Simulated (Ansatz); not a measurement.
# Quasiparticle gap of Cs2PbI2Cl2 (I4/mmm), part 2 of 2

How far does one-shot GW move the PBE gap of Cs2PbI2Cl2 (I4/mmm)?

Ansatz 0.2.0; PBE, then G0W0 on it, plane waves, PAW. Known limits of the many-body steps: finite bands, screening cutoff and k mesh; no spin-orbit coupling in G0W0; screening cutoff under 40 eV in some runs.

So far. Step 2 (The PBE band structure): Over mesh and path the gap is 2.518 eV, direct, at k = (0.000, 0.000, 0.500).

In doubt: masses and optical values from hybrid runs of this build are listed as unsure (in some of the runs), which bears on the screening that GW takes from such a start.

## 3. The quasiparticle correction

G0W0 replaces the xc potential by a self-energy built once from the orbitals of the start. Levels are corrected in the window of bands that the input names, at points of the mesh.

This step: G0W0 on PBE, plane waves, PAW; PAW set soft_1.

Input file input.yaml:

```yaml
crystal:
  lattice:
    - [-2.8838975, 2.8838975, 9.7428095]
    - [2.8838975, -2.8838975, 9.7428095]
    - [2.8838975, 2.8838975, -9.7428095]
  atoms:
    - { symbol: Cs, position: [0.368645, 0.368645, 0.0] }
    - { symbol: Cs, position: [0.631355, 0.631355, 0.0] }
    - { symbol: Pb, position: [0.0, 0.0, 0.0] }
    - { symbol: I, position: [0.166328, 0.166328, 0.0] }
    - { symbol: I, position: [0.833672, 0.833672, 0.0] }
    - { symbol: Cl, position: [0.5, 0.0, 0.5] }
    - { symbol: Cl, position: [0.0, 0.5, 0.5] }
kpoints:
  mp_grid: { grid: [4, 4, 4] }
hamiltonian:
  xc: pbe
  pseudopotentials: { kind: paw, azcp: { folder: soft_1 } }
scf:
  occupations: { method: fixed }
gw:
  n_empty_bands: 1090
  ecut_chi: 130.0
  qp_bands: [v2, c2]
  qp_kpoints: band_edges
  screening: { model: contour_deformation }
```

Command:

```sh
$ ansatz run input.yaml --threads 2 --pin off --max-ram 92160MiB --backend cuda --events-out ev --progress --plain --runs-dir out --devices 1 --max-vram 13GiB
```

Numbers of over 12 decimals in the logs are rounded to 6 here.

The program printed:

```text
GPUs: using 1 of 1 available (devices: 1).
[...]
GPU FFT provider: cuFFT
GPU libraries: cuBLAS 13.8.2, cuFFT 12.4.0, cuSOLVER 12.3.4
Crystal: 7 atoms, lattice volume = 324.119 Å³
Basis set: ecut = 420 eV, 6401 PW (Γ)
Bands: 48, of which v1, the nominal top of the filled ones, is band 40 counted from 1 (39 counted from 0)
Symmetry: 16 space group operations
[...]
k-points: 13 of 64
[...]
GPU buffer pool allocated for 373248 grid points (all kernels)
[...]
SCF iter   1: F=—  HF=-40449.153262 eV  |F-HF|=—  |Δ(HF+E_count)|=         —  Δρ=2.63e-2  dr2=8.65e0  ethr=3.10e-3  ⟨swp⟩=6.6  Hψ=2253  notcnv=0  defer=66
[...]
SCF iter   9: F=-40445.811960 eV  HF=-40445.811960 eV  |F-HF|=3.03e-8  |Δ(HF+E_count)|=   2.12e-6  Δρ=2.89e-6  dr2=2.45e-8  ethr=1.25e-10  ⟨swp⟩=20.2  Hψ=3829  notcnv=0
SCF 1 converged in 9 iterations: F = -40445.811960 eV  dr2 = 2.45e-8
[...]
NSCF: frozen V_eff on 13 k-points
the band table was solved once the SCF had ended and its energy, with any forces and stress, was formed, with the checks that follow a solve (2992 applications of the Hamiltonian). They found nothing against the state; the energy, forces and stress were not computed again (output.eigenvalues in the input reference)
[...]
G₀W₀ screening: q 1/13
[... further progress lines ...]
[...]
SCF converged after 9 iterations
Free energy (F): -40445.811960 eV
[...]
Internal energy: -40445.811960 eV  (E = F + TS)
E sigma→0 (E₀):  -40445.811960 eV
Fermi energy:    2.854174 eV
[...]
--- Band table (eV; the first three rows and the last of 13) ---
  k-point 0: bands = [... 36 lower, 2.1634, 2.1895, 2.3731, 2.3731, 6.8386, 7.1129, 7.8394, 7.9635, ... 4 higher]
  k-point 1: bands = [... 36 lower, 2.1058, 2.1359, 2.2987, 2.4417, 6.7491, 6.9977, 7.0182, 7.8449, ... 4 higher]
  k-point 2: bands = [... 36 lower, 2.0495, 2.2012, 2.3478, 2.8542, 5.3705, 5.4700, 6.3578, 8.4959, ... 4 higher]
  k-point 12: bands = [... 36 lower, 2.1961, 2.3358, 2.3358, 2.4701, 6.6481, 7.4735, 7.5612, 7.6404, ... 4 higher]
--- G₀W₀: contour deformation, 6 samples at zero and on the imaginary axis and 2 off it, 64 q-points, 1090 empty bands' worth ---
  eigenvalues of the whole cell's RPA ε∞ on this k-mesh (on a slab, of 1 + 4πα/V) = 3.3543, 3.3543, 3.3575; static W/v taken at q = 0 is 0.298101
  gw.qp_kpoints: band_edges: 13 of 13 stored k-points solved, in 1 pass; an edge of the gap read off the rows below is read off those points alone
    ik  band        ε_KS         Σx   Σc(E_QP)       V_xc       Z   E_QP_lin       E_QP  E_QP is
     0    39      2.3731   -17.0045     1.8423   -13.7821  0.7650     0.9416     0.9930  root
     0    40      2.3731   -17.0045     1.8423   -13.7821  0.7650     0.9416     0.9930  root
     0    41      6.8386    -3.8869    -3.1279    -7.3260  0.8339     7.1511     7.1498  root
     0    42      7.1129    -8.7090    -3.4021   -12.6928  0.7927     7.7004     7.6945  root
     1    39      2.2987   -16.8746     1.8543   -13.6349  0.7646     0.8617     0.9134  root
     1    40      2.4417   -16.8883     1.3787   -14.2809  0.7732     1.1795     1.2129  root
     1    41      6.7491    -8.6511    -3.2990   -12.4974  0.7971     7.3010     7.2964  root
     1    42      6.9977    -8.4299    -3.5564   -12.5407  0.7889     7.5580     7.5521  root
     2    39      2.3478   -17.0964     1.8750   -13.8355  0.7651     0.9115     0.9620  root
     2    40      2.8542   -18.2506     1.0427   -16.1532  0.7791     1.7807     1.7996  root
     2    41      5.3705    -7.6310    -3.2729   -11.3786  0.8075     5.8483     5.8452  root
     2    42      5.4700    -8.0079    -3.3046   -11.8014  0.8048     5.9623     5.9590  root
     3    39      2.2811   -16.8031     1.8661   -13.5506  0.7638     0.8424     0.8947  root
     3    40      2.3828   -16.8010     1.4670   -14.0762  0.7715     1.0883     1.1250  root
     3    41      6.8379    -8.2399    -3.3036   -12.0805  0.7994     7.3793     7.3748  root
     3    42      7.2393    -8.9732    -3.6577   -13.2213  0.7820     7.8374     7.8297  root
     4    39      2.2520   -16.9106     1.8984   -13.6246  0.7637     0.8124     0.8645  root
     4    40      2.6197   -17.3978     1.2055   -15.0389  0.7766     1.4402     1.4663  root
     4    41      5.6505    -8.1984    -3.3208   -12.0241  0.8027     6.1592     6.1554  root
     4    42      6.4947    -8.2442    -3.2200   -11.9740  0.8020     7.0084     7.0047  root
     5    39      2.1695   -16.6166     1.9058   -13.3173  0.7621     0.7212     0.7759  root
     5    40      2.5594   -17.2807     1.2990   -14.7923  0.7749     1.3409     1.3700  root
     5    41      5.8892    -8.5380    -3.3711   -12.4412  0.7991     6.4256     6.4213  root
     5    42      6.6477    -8.3472    -3.2633   -12.1410  0.8000     7.1825     7.1783  root
     6    39      2.3231   -16.9576     1.8608   -13.7097  0.7648     0.8847     0.9361  root
     6    40      2.4633   -16.8467     1.3369   -14.2896  0.7740     1.2107     1.2432  root
     6    41      6.5884    -8.0595    -3.2359   -11.8050  0.8026     7.1018     7.0979  root
     6    42      6.9505    -8.6876    -3.5743   -12.8421  0.7858     7.5373     7.5306  root
     7    39      2.2880   -16.9110     1.8665   -13.6571  0.7648     0.8491     0.9006  root
     7    40      2.8522   -18.2418     1.0414   -16.1461  0.7791     1.7791     1.7980  root
     7    41      5.4197    -7.8171    -3.2873   -11.5858  0.8062     5.9043     5.9010  root
     7    42      5.4197    -7.8171    -3.2873   -11.5858  0.8062     5.9043     5.9010  root
     8    39      2.3561   -16.9528     1.8427   -13.7253  0.7651     0.9193     0.9713  root
     8    40      2.3631   -16.8281     1.4317   -14.1588  0.7719     1.0907     1.1256  root
     8    41      6.6449    -6.2399    -3.1768    -9.8341  0.8165     7.0648     7.0623  root
     8    42      7.3827    -6.0942    -3.3125    -9.8963  0.8107     7.8762     7.8723  root
     9    39      2.2514   -16.7040     1.8660   -13.4438  0.7638     0.8038     0.8572  root
     9    40      2.4741   -16.8989     1.3704   -14.2993  0.7733     1.2116     1.2448  root
     9    41      6.6347    -7.8759    -3.2357   -11.6076  0.8037     7.1342     7.1305  root
     9    42      7.1776    -8.6617    -3.5977   -12.8350  0.7854     7.7601     7.7532  root
    10    39      2.1697   -16.6184     1.9059   -13.3190  0.7621     0.7214     0.7761  root
    10    40      2.5484   -17.2422     1.2794   -14.7801  0.7753     1.3370     1.3657  root
    10    41      5.8933    -8.5791    -3.3725   -12.4847  0.7989     6.4308     6.4265  root
    10    42      6.6658    -8.4114    -3.2702   -12.2122  0.7993     7.2007     7.1964  root
    11    39      2.3441   -17.0251     1.8646   -13.7725  0.7650     0.9051     0.9561  root
    11    40      2.4901   -16.8366     1.2998   -14.3271  0.7746     1.2490     1.2804  root
    11    41      6.4937    -7.8444    -3.2075   -11.5399  0.8047     6.9852     6.9817  root
    11    42      6.8918    -8.4649    -3.5326   -12.5663  0.7881     7.4667     7.4605  root
    12    39      2.3358   -16.8858     1.8411   -13.6524  0.7651     0.8916     0.9435  root
    12    40      2.4701   -16.8726     1.3644   -14.2843  0.7733     1.2134     1.2462  root
    12    41      6.6481    -7.4766    -3.1935   -11.1248  0.8073     7.1059     7.1029  root
    12    42      7.4735    -3.1247    -3.0378    -6.5408  0.8328     7.8538     7.8517  root
```

Run time: 2.6 min. Hardware: 1 × NVIDIA H100 80GB HBM3 (shared by 6 runs) with 2 threads of AMD EPYC 7R13 (Zen 3), shared host; peak memory 5.4 GiB.

Numbers from this step:

```
bands summed                                    : 1130
RPA ε∞ on this mesh (eigenvalues)               : 3.354, 3.354, 3.358
plane waves in the screening matrix             : 1087
q-points in the mesh                            : 64
G0W0 gap over the corrected points              : 4.046 eV
k of the valence top                            : 0, 0, -0.5
k of the conduction bottom                      : 0, 0, -0.5
starting gap on the mesh                        : 2.516 eV
Z at the valence top                            : 0.7791
Z at the conduction bottom                      : 0.8075
least direct G0W0 gap over the corrected points : 4.046 eV
```

Over all 13 irreducible mesh points the G0W0 gap is 4.046 eV, direct, at k = (0.000, 0.000, -0.500). The PBE gap of this run on the mesh is 2.516 eV. The two states that bound the G0W0 gap lie that far apart at the start, so the correction of the gap is 4.046 − 2.516 = +1.530 eV. The start of this run differs from the step before in mesh (6×6×6 and 4×4×4).

Labels follow the order of the start: v1 is the top filled band, c1 the lowest empty one; levels that stay degenerate share a row, the window can cut a multiplet, doubted levels are not marked in this list, bands outside the window were not corrected, and the list may be a part of the corrected levels. The levels before and after the correction (eV, zero at the valence-band top of each column):

|  | conduction bottom | valence top |
| --- | --- | --- |
| Kohn-Sham | 2.52 | 0.00 |
| G0W0 | 4.05 | 0.00 |

|  | level | occupation | energy (eV) |
| --- | --- | --- | --- |
| Kohn-Sham | (0 0 -0.5) v2 | 2 | -0.506 |
| Kohn-Sham | (0 0 -0.5) v1 | 2 | 0.000 |
| Kohn-Sham | (0 0 -0.5) c1 | 0 | 2.516 |
| Kohn-Sham | (0 0 -0.5) c2 | 0 | 2.616 |
| G0W0 | (0 0 -0.5) v2 | 2 | -0.838 |
| G0W0 | (0 0 -0.5) v1 | 2 | 0.000 |
| G0W0 | (0 0 -0.5) c1 | 0 | 4.046 |
| G0W0 | (0 0 -0.5) c2 | 0 | 4.159 |

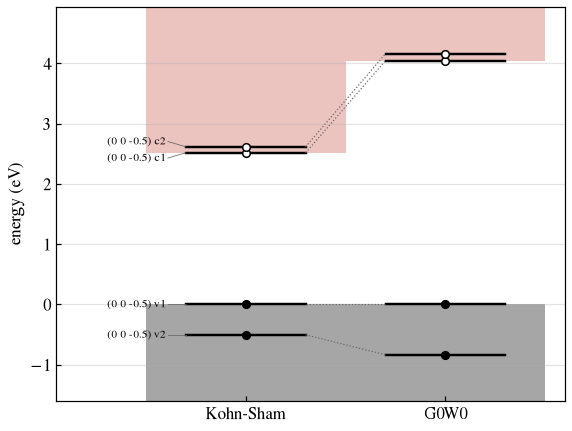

Levels before and after the correction. Shaded: valence and conduction bands. Filled marks are occupied levels, open marks empty ones.

The parts of the quasiparticle energy for the two states that bound the G0W0 gap, in eV on the run's own scale (QP = start + Σx + Σc − Vxc, with Σc at the quasiparticle energy):

| edge | k | band | start | Σx | Σc | Vxc | Z | QP |
| --- | --- | --- | --- | --- | --- | --- | --- | --- |
| valence top | (0.000, 0.000, -0.500) | 40 | 2.854 | −18.251 | 1.043 | −16.153 | 0.779 | 1.800 |
| conduction bottom | (0.000, 0.000, -0.500) | 41 | 5.370 | −7.631 | −3.273 | −11.379 | 0.807 | 5.845 |

## 4. Spin-orbit coupling in PBE

This run has two-component orbitals with spin-orbit coupling.

This step: DFT, PBE with spin-orbit coupling, plane waves, PAW; PAW set soft_1.

input.yaml, as its differences from that of step 3:

```diff
@@ -14,13 +14,26 @@
 kpoints:
-  mp_grid: { grid: [4, 4, 4] }
+  mp_grid: { grid: [6, 6, 6] }
+  band_path:
+    path:
+      - [0.0, 0.0, 0.0]
+      - [0.0, 0.0, 0.5]
+      - [0.25, 0.25, 0.25]
+      - [0.0, 0.5, 0.0]
+      - [0.5, 0.5, -0.5]
+      - [0.27190439, 0.72809561, -0.27190439]
+      - [-0.27190439, 0.27190439, 0.27190439]
+      - [-0.04380879, 0.04380879, 0.5]
+    npoints: 1
 hamiltonian:
   xc: pbe
-  pseudopotentials: { kind: paw, azcp: { folder: soft_1 } }
+  pseudopotentials: { kind: paw_fr, azcp: { folder: soft_1 } }
 scf:
   occupations: { method: fixed }
-gw:
-  n_empty_bands: 1090
-  ecut_chi: 130.0
-  qp_bands: [v2, c2]
-  qp_kpoints: band_edges
-  screening: { model: contour_deformation }
+  n_extra_bands: 12
+magnetization:
+  noncollinear: true
+  spin_orbit: true
+output:
+  eigenvalues: true
+  forces: true
+  stress: true
```

The program printed:

```text
[...]
GPUs: using 1 of 1 available (devices: 1).
[...]
non-collinear run that drives no moment, with spin-orbit: no starting moment large enough to seed its density (crystal.atoms[].spin), no starting occupations that ask for one, no magnetisation constraint and no magnetic field, so the semilocal B_xc is pinned to zero
[...]
GPU FFT provider: cuFFT
GPU libraries: cuBLAS 13.8.2, cuFFT 12.4.0, cuSOLVER 12.3.4
Crystal: 7 atoms, lattice volume = 324.119 Å³
Basis set: ecut = 420 eV, 6401 PW (Γ), FFT grids on a1+a3, a2+a3, a3, exchange–correlation on 80×80×144 points (8 copies of the dense FFT grid, shifted against one another)
Bands: 92, of which v1, the nominal top of the filled ones, is band 80 counted from 1 (79 counted from 0)
Symmetry: 16 space group operations + 16 with time reversal
[...]
k-points: 30 of 216
Projection manifold: j_resolved (fully-relativistic pseudo-atomic orbitals)
[...]
GPU buffer pool allocated for 115200 grid points (all kernels)
[...]
SCF iter   1: F=—  HF=-40502.212184 eV  |F-HF|=—  |Δ(HF+E_count)|=         —  Δρ=2.63e-2  dr2=8.53e0  dr2_m=0.00e0 (ungated)  ethr=3.10e-3  |M|=0.00e0 ∫|m|=0.00e0 μB  |m|>n=0.0e0 m-floor=0.0e0 τ_xc=0.0e0  β_m=0.30  ⟨swp⟩=11.9  Hψ=7277  notcnv=0  defer=244
[...]
spin=Noncollinear: Resta preconditioning applied to the charge; magnetization (m_x, m_y, m_z) channels mix plain (no charge-response kernel on spin).
[...]
site 1: m = (+0.0000, +0.0000, +0.0000) μB, |m| = 0.0000 μB  (R = 1.59 Å)
  site 2: m = (+0.0000, +0.0000, +0.0000) μB, |m| = 0.0000 μB  (R = 1.19 Å)
  site 3: m = (+0.0000, +0.0000, +0.0000) μB, |m| = 0.0000 μB  (R = 1.34 Å)
  site 4: m = (+0.0000, +0.0000, +0.0000) μB, |m| = 0.0000 μB  (R = 1.34 Å)
  site 5: m = (+0.0000, +0.0000, +0.0000) μB, |m| = 0.0000 μB  (R = 1.19 Å)
  site 6: m = (+0.0000, +0.0000, +0.0000) μB, |m| = 0.0000 μB  (R = 1.19 Å)
Free energy (F): -40498.939491 eV
[...]
Internal energy: -40498.939491 eV  (E = F + TS)
E sigma→0 (E₀):  -40498.939491 eV
Fermi energy:    2.967281 eV
[...]
--- Forces (eV/Å), atoms counted from 1 ---
  atom   1  Cs     0.00000000     0.00000000     0.01319419
  atom   2  Cs     0.00000000     0.00000000    -0.01319419
  atom   3  Pb     0.00000000    -0.00000000     0.00000000
  atom   4  I      0.00000000     0.00000000    -0.01160815
  atom   5  I      0.00000000     0.00000000     0.01160815
  atom   6  Cl     0.00000000     0.00000000     0.00000000
  atom   7  Cl     0.00000000     0.00000000     0.00000000
  max |Σ_I F_I| component: 1.73e-18 eV/Å
--- Stress (GPa, compression-positive) ---
       -0.038301       0.000000       0.000000
        0.000000      -0.038301      -0.000000
        0.000000       0.000000      -0.056093
  P = ⅓ Tr σ = -0.0442 GPa (-0.442 kbar)
--- Band table (eV; the first three rows and the last of 30) ---
  k-point 0: bands = [... 76 lower, 2.4273, 2.4273, 2.6461, 2.6461, 6.6803, 6.6803, 6.8256, 6.8256, ... 8 higher]
  k-point 1: bands = [... 76 lower, 2.4425, 2.4425, 2.5643, 2.5643, 6.3718, 6.3718, 7.3667, 7.3667, ... 8 higher]
  k-point 2: bands = [... 76 lower, 2.3941, 2.3941, 2.7124, 2.7124, 5.4117, 5.4117, 6.7019, 6.7019, ... 8 higher]
  k-point 29: bands = [... 76 lower, 2.6111, 2.6111, 2.7040, 2.7040, 6.3688, 6.3688, 7.4316, 7.4316, ... 8 higher]
[key lines of the parts left out:]
SCF converged after 9 iterations
Magnetization: |M| = 0.0000 μB,  M = (+0.0000, +0.0000, +0.0000) μB
```

It took 18 s on 1 × NVIDIA H100 80GB HBM3 (shared by 6 runs) with 2 threads; peak memory 1.3 GiB; 26 s of CPU time.

This step gave:

```yaml
pressure: -0.04423 GPa
gap: 1.656 eV
valence_top_at: X
conduction_bottom_at: X
least_direct_gap: 1.656 eV
```

Over mesh and listed points the gap is 1.656 eV, direct, at k = (0.000, 0.000, 0.500). PBE+SOC against PBE: 1.656 − 2.518 = −0.862 eV, with the same mesh, set of files (read in its fully relativistic form for the spin-orbit run) and cutoff, and both edges at the same k points. The spin-orbit run sees mesh and listed points alone, so its gap is an upper bound: the coupling can move an edge off these points, and the change over the zone, its sign included where it is small, is not known.

## 5. The runs together

Each gap is the least one over the points named; times are wall times on shared hosts, not benchmarks. A G0W0 time includes the run's own self-consistent start. Runs with listed points see these and the mesh alone, so an edge that moves elsewhere is missed. Rows marked * are further runs, not shown as steps, whose inputs differ from the G0W0 step on the same start in the columns given; solver thresholds can differ too. Symmetry makes (0.000, 0.000, 0.500) and (0.000, 0.000, -0.500) one point.

| level | mesh | files, cutoff | bands summed, screening | points | gap (eV) | valence top | conduction bottom | least direct gap (eV) | time |
| --- | --- | --- | --- | --- | --- | --- | --- | --- | --- |
| PBE | 6×6×6 | soft_1 PAW, 420 eV | - | mesh and path | 2.518 | (0.000, 0.000, 0.500) | (0.000, 0.000, 0.500) | 2.518 | 13 s |
| PBE+SOC | 6×6×6 | soft_1 PAW, 420 eV | - | mesh and listed points | 1.656 | (0.000, 0.000, 0.500) | (0.000, 0.000, 0.500) | 1.656 | 18 s |
| G0W0@PBE* | 4×4×4 | soft_1 PAW, 420 eV | 219, 39 eV | all 13 irreducible mesh points | 3.806 | (0.000, 0.000, -0.500) | (0.000, 0.000, -0.500) | 3.806 | 43 s |
| G0W0@PBE* | 4×4×4 | soft_1 PAW, 420 eV | 547, 78 eV | all 13 irreducible mesh points | 3.932 | (0.000, 0.000, -0.500) | (0.000, 0.000, -0.500) | 3.932 | 77 s |
| G0W0@PBE | 4×4×4 | soft_1 PAW, 420 eV | 1130, 130 eV | all 13 irreducible mesh points | 4.046 | (0.000, 0.000, -0.500) | (0.000, 0.000, -0.500) | 4.046 | 2.6 min |

## 6. Outcome

```
PBE gap over mesh and path                       : 2.518 eV, direct, at k = (0.000, 0.000, 0.500)
G0W0@PBE gap over all 13 irreducible mesh points : 4.046 eV, direct, at k = (0.000, 0.000, -0.500)
PBE+SOC gap over mesh and listed points          : 1.656 eV
GW settings                                      : 4×4×4 mesh, 1090 empty bands, screening to 130 eV, PAW set soft_1 files
known limits                                     : finite bands, screening cutoff and k mesh; no spin-orbit coupling in G0W0; screening cutoff under 40 eV in some runs
```

What this shows: Over all 13 irreducible mesh points the G0W0 gap is 4.046 eV, direct, at k = (0.000, 0.000, -0.500). The PBE gap of this run on the mesh is 2.516 eV. The two states that bound the G0W0 gap lie that far apart at the start, so the correction of the gap is 4.046 − 2.516 = +1.530 eV. The valence state moves by 1.800 − 2.854 = −1.054 eV and the conduction state by 5.845 − 5.370 = +0.475 eV, on the run's own scale; with 219 bands the edge states move by −0.381 and +0.909 eV, so the split between the edges depends on the bands and cutoff. Both edges that PBE shows over mesh and path lie at k points where levels were corrected. Levels at other points were not corrected, so a lower G0W0 gap elsewhere in the zone is not ruled out. From 219 bands and 39 eV to 1130 bands and 130 eV the gap moves by 4.046 − 3.806 = +0.240 eV (rung by rung 3.806, 3.932, 4.046 eV); bands and screening cutoff rise together, so their parts are not told apart. A line in one over the bands through the two highest rungs gives 4.046 + (4.046 − 3.932) × 547 / (1130 − 547) = 4.153 eV, and through the pair below 3.932 + (3.932 − 3.806) × 219 / (547 − 219) = 4.016 eV. The two differ by 0.137 eV, not under the 0.030 eV asked, so the law does not hold well over these rungs and the limit is not known. G0W0 on other starts in this series, not shown as steps and not all at these settings: 4.436 eV on HSE06 (4×4×4, soft_1 PAW, 1130 bands, 130 eV). PBE+SOC against PBE: 1.656 − 2.518 = −0.862 eV, with the same mesh, set of files (read in its fully relativistic form for the spin-orbit run) and cutoff, and both edges at the same k points. The spin-orbit run sees mesh and listed points alone, so its gap is an upper bound: the coupling can move an edge off these points, and the change over the zone, its sign included where it is small, is not known. What spin-orbit coupling does to the G0W0 levels was not computed, so no sum with the G0W0 gap is formed. The G0W0 runs are scalar-relativistic. No pair of G0W0 runs that differ in the mesh alone is shown (4×4×4 is a supercell whose nearest images lie 23 Å apart), so the error from the mesh is not known here. G0W0 is shown with one set of atomic data (soft_1 PAW), so the error from the files is not known here. A screening cutoff under 40 eV is crude: G0W0@PBE with 219 bands at 39 eV. Failed or unusable runs on PBE in this series, left out of the table: G0W0@PBE (4×4×4 mesh, soft_1 PAW files, 420 eV, 1090 empty bands) reached its time limit after 6 min.

[Paths, hosts, dates, memory and timing lines, banners, echoed tables and standing remarks are left out of the program output.]

[Logs are printed without paths, hosts, clocks, repeated set-up lines and the standing remarks that a program may print on its own settings, such as how far it seeks lower states.]

[Runs of the session that timed out or met a known fault of the program may be left out.]

[Cells called generated may have been cut or substituted from an entry of the Crystallography Open Database or the Materials Project.]

[Hosts, paths, dates, database ids (printed as entryN), source tags and the programs' standing remarks are cut or masked in the printed files.]

[Where an RPA ε∞ is given, it is that of the G0W0 mesh and is not shown converged in it. Names of k-points follow the symmetry that the program found, which can be lower than the space group named. Band edges on a path are those of the sampled points; other points can move an edge, and change direct to indirect where valleys lie close.]

[Hybrid gaps are those of their k-mesh and are not shown converged in it.]
